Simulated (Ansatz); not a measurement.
# A series of single points on Si

System: Si (Fddd, 2 atoms in the cell).
Method: DFT PBE, scalar-relativistic, plane waves, PAW, no spin polarisation (Ansatz 0.2.0).

The 6 runs differ only in the geometry, by a strain of the cell at fixed fractional positions. Against run 3, the strain is εxx = −0.54 η, εyy = −0.46 η and εzz = η. The structure derives from an entry of the Crystallography Open Database.

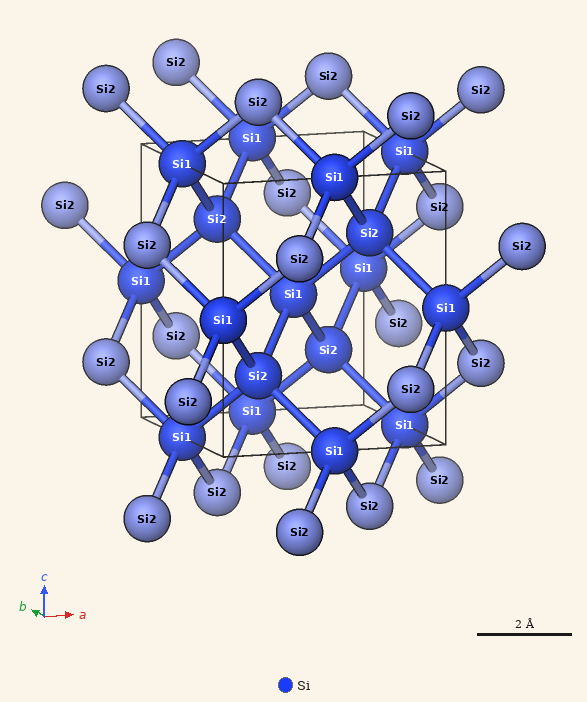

Figure 1. The structure of run 3 (ball-and-stick view of the cell 4 times as large as that of the calculation, set on its symmetry axes, seen slightly off an axis; neighbours outside the cell are drawn fainter; atoms are numbered from 1 in the order of the input).

## Input of run 3
```yaml
crystal:
  lattice:
    - [0.0, 2.9605088887, 2.7348811905]
    - [2.5092534923, 0.0, 2.7348811905]
    - [2.5092534923, 2.9605088887, 0.0]
  atoms:
    - { symbol: Si, position: [0.5, 0.5, 0.5] }
    - { symbol: Si, position: [0.75, 0.75, 0.75] }
basis:
  ecutwfc: 420
kpoints:
  mp_grid: { grid: [8, 8, 8] }
hamiltonian:
  xc: pbe
scf:
  occupations: { method: gaussian, width: 0.05 }
output:
  forces: true
  stress: true
  eigenvalues: true
```

Command:
```bash
ansatz run input.yaml --threads 1 --pin off --max-ram 2048MiB --backend cpu --events-out ev --progress --plain --runs-dir out
```

Lattice vectors (Å) and fractional positions of run 3:
```
   0.000000    2.960509    2.734881
   2.509253    0.000000    2.734881
   2.509253    2.960509    0.000000
Si  0.500000  0.500000  0.500000
Si  0.750000  0.750000  0.750000
```

Run 5 differs from it as follows:
```diff
-    - [0.0, 2.9605088887, 2.7348811905]
-    - [2.5092534923, 0.0, 2.7348811905]
-    - [2.5092534923, 2.9605088887, 0.0]
+    - [0.0, 2.8887182575, 2.878462453]
+    - [2.437462861, 0.0, 2.878462453]
+    - [2.437462861, 2.8887182575, 0.0]
```

## Results, with one run withheld

```tsv
run	strain parameter η (%)	free energy per atom, from the lowest run given (meV)	pressure (GPa)
1	−7.0000	59.72	0.01
2	−1.7500	8.03	−0.03
3	0.0000	0.00	−0.08
4	3.5000	0.13	−0.27
5	5.2500	?	?
6	7.0000	22.77	−0.47
```

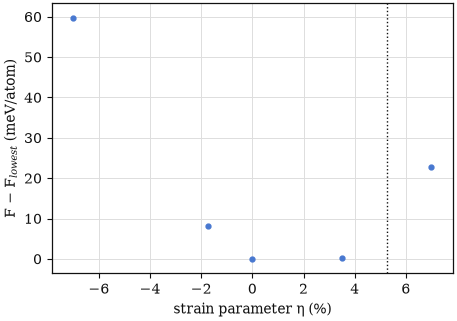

Figure 2. Free energy per atom of the runs given; the dotted line marks run 5.

Fit the runs given and predict run 5.

A cubic polynomial in the coordinate, fitted to the 5 runs given, misses them by at most 0.10 meV per atom. With x = η − 0.3500, it reads F = −0.86179 − 2.4547 x + 0.84855 x² + 0.0082984 x³ (meV per atom). At run 5 it gives 8.46 meV per atom, and the run itself gives 8.46. The fit has its minimum at η = 1.7670 %.

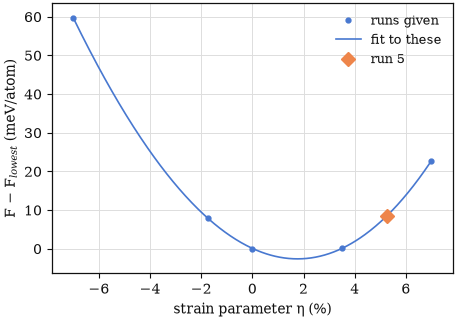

Figure 3. The fit and the withheld run.

## Output, shortened to warnings, some set-up lines, iterations and results (run 5)
```
Basis set: ecut = 420 eV, 797 PW (Γ), exchange–correlation on 60×54×54 points (8 copies of the dense FFT grid, shifted against one another)
Symmetry: 8 space group operations
k-points: 95 of 512
Initial density: superposition of atomic densities (neutral atoms: chi_scale 0, normalization atom), corrected by the library's trained network
[...]
SCF iter   1: F=—  HF=-1271.437433 eV  |F-HF|=—  |Δ(HF+E_count)|=         —  Δρ=1.27e-3  dr2=3.75e-4  ethr=1.77e-3  ⟨swp⟩=6.1  Hψ=6817  notcnv=0
SCF iter   2: F=—  HF=-1271.437851 eV  |F-HF|=—  |Δ(HF+E_count)|=   4.18e-4  Δρ=5.98e-4  dr2=8.68e-5  ethr=4.68e-6  ⟨swp⟩=2.2  Hψ=1840  notcnv=0
SCF iter   3: F=—  HF=-1271.437933 eV  |F-HF|=—  |Δ(HF+E_count)|=   8.15e-5  Δρ=8.67e-5  dr2=2.41e-6  ethr=1.08e-6  ⟨swp⟩=2.7  Hψ=1163  notcnv=0
SCF iter   4: F=—  HF=-1271.437933 eV  |F-HF|=—  |Δ(HF+E_count)|=   1.82e-7  Δρ=3.61e-5  dr2=3.72e-7  ethr=3.02e-8  ⟨swp⟩=1.3  Hψ=825  notcnv=0
SCF iter   5: F=-1271.437933 eV  HF=-1271.437933 eV  |F-HF|=5.61e-9  |Δ(HF+E_count)|=   1.47e-7  Δρ=3.03e-6  dr2=2.15e-9  ethr=4.65e-9  ⟨swp⟩=2.6  Hψ=1133  notcnv=0
SCF iter   6: F=-1271.437933 eV  HF=-1271.437933 eV  |F-HF|=1.80e-11  |Δ(HF+E_count)|=   6.63e-9  Δρ=4.71e-7  dr2=7.18e-11  ethr=2.68e-11  ⟨swp⟩=1.6  Hψ=2434  notcnv=0
SCF 1 converged in 6 iterations: F = -1271.437933 eV  dr2 = 7.18e-11
SCF converged after 6 iterations
Free energy (F): -1271.437933 eV
Harris-Foulkes:  -1271.437933 eV  (|F-HF|=1.80e-11)
Internal energy: -1271.437507 eV  (E = F + TS)
E sigma→0 (E₀):  -1271.437720 eV
Entropy (-TS):   -0.000426 eV (-0.213 meV/atom)
Fermi energy:    6.195620 eV
--- Per-component energies (eV) ---
  E_band       = 8.938532
  E_kinetic    = 79.935890
  E_local      = -53.218934  (includes V_loc(G=0)·N_el)
  E_nonlocal   = 51.659351
  E_hartree    = 14.216259
  E_xc         = -110.019715
  E_vxc        = -93.021043  (∫ρ·V_xc dr)
  E_paw        = -1025.447488  (= ΣΔE_a)
  E_vpaw       = -4.849219  (= ΣTr[D̂ρ^β])
  E_aug_tail   = 0.000012  (compensation charges beyond the density's cutoff)
  E_ewald      = -228.562882
  E_smearing   = -0.000426  (= −TS)
  E_closure    = 0.000000  (closes the sum)
  Σ components = -1271.437933   (vs F -1271.437933, Δ=0.00e0)
--- Forces (eV/Å), atoms counted from 1 ---
  atom   1  Si     0.00000000     0.00000000     0.00000000
  atom   2  Si     0.00000000     0.00000000     0.00000000
  max |Σ_I F_I| component: 0.00e0 eV/Å
--- Stress (GPa, compression-positive) ---
        6.527343       0.000000       0.000000
        0.000000      -4.065030       0.000000
        0.000000       0.000000      -3.556545
  P = ⅓ Tr σ = -0.3647 GPa (-3.647 kbar)
```
